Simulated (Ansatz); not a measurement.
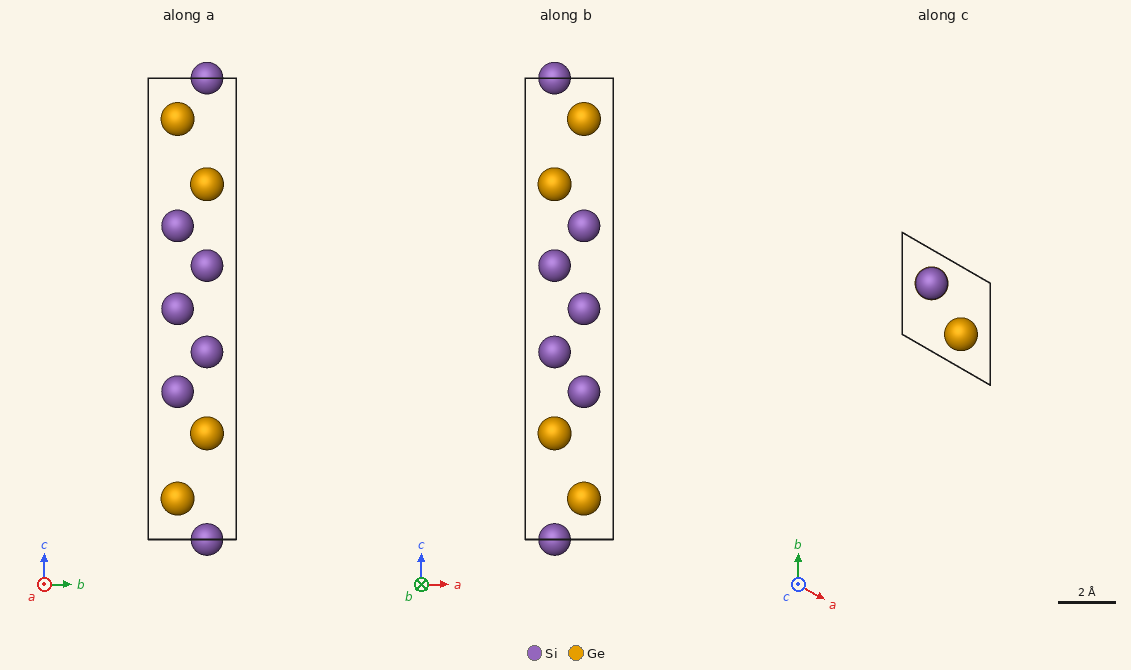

The crystal in a spheres-only representation, seen along the a axis, along the b axis and along the c axis. The edges of the conventional unit cell are marked.

Lattice parameters: a = 3.6258 Å, b = 3.6258 Å, c = 16.4173 Å, α = 90.000°, β = 90.000°, γ = 120.000°.

> Give the atomic positions as a CIF with its space group and independent sites, with free fractional coordinates to two decimals.

```cif
data_structure
_symmetry_space_group_name_H-M 'P -6 m 2'
_symmetry_Int_Tables_number 187
_cell_length_a 3.6258
_cell_length_b 3.6258
_cell_length_c 16.4173
_cell_angle_alpha 90.000
_cell_angle_beta 90.000
_cell_angle_gamma 120.000
_cell_volume 186.92
loop_
_atom_site_label
_atom_site_type_symbol
_atom_site_symmetry_multiplicity
_atom_site_Wyckoff_symbol
_atom_site_fract_x
_atom_site_fract_y
_atom_site_fract_z
_atom_site_occupancy
Si1 Si 1 c 0.3333 0.6667 0.00 1
Si2 Si 2 h 0.3333 0.6667 0.41 1
Si3 Si 2 i 0.6667 0.3333 0.32 1
Si4 Si 1 f 0.6667 0.3333 0.50 1
Ge1 Ge 2 h 0.3333 0.6667 0.23 1
Ge2 Ge 2 i 0.6667 0.3333 0.09 1
```

The structure was taken from a structure type filled with these elements by a generator (whether the compound takes this form wasn't checked). The geometry was optimised with DFT PBE, scalar-relativistic, plane waves, PAW in Ansatz 0.2.0.
